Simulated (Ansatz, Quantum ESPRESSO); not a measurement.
# 2H-WS2, 2 layers, AA' stacking: the gap on the mesh at a withheld member of a series

Method. Quantum ESPRESSO 7.5, PBE, SG15 norm-conserving. Cell and atoms are relaxed under PBE-D3(BJ) (GBRV files) and held. Screened hybrids with norm-conserving files, screening 0.106 per bohr, fixed occupations, a 9×9×1 mesh with exchange on 3×3×1 q points. Levels count from the potential in the middle of the vacuum. The series steps the share of short-range exact exchange (0.25 is HSE06, 0 is PBE).

| share of short-range exact exchange | gap on the mesh (eV) |
| --- | --- |
| 0 | 1.477 |
| 0.125 | 1.741 |
| 0.25 | 2.018 |
| 0.4 | 2.350 |

To predict: What is the gap on the mesh at 0.3?

By hand: The rows at 0.25 and 0.4 give a slope of (2.350 − (2.018))/(0.4 − (0.25)) = 2.213, so a straight line gives 2.129 eV. A parabola through these and the row at 0.125 gives 2.129 eV.

**Check.** 2.132 eV. The line misses by −0.003 and the parabola by −0.003 eV. Both misses are under 5 % of the step from the nearer row.

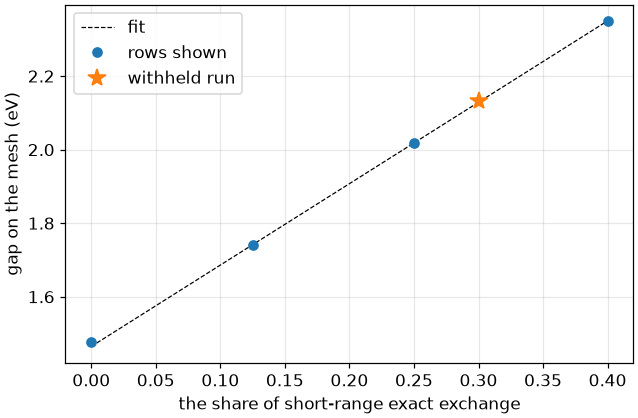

The rows shown, the fit and the withheld run.

Caveats: Gaps are those of the mesh; no spin-orbit coupling; the q mesh was not tested; the geometry stays that of PBE-D3(BJ).
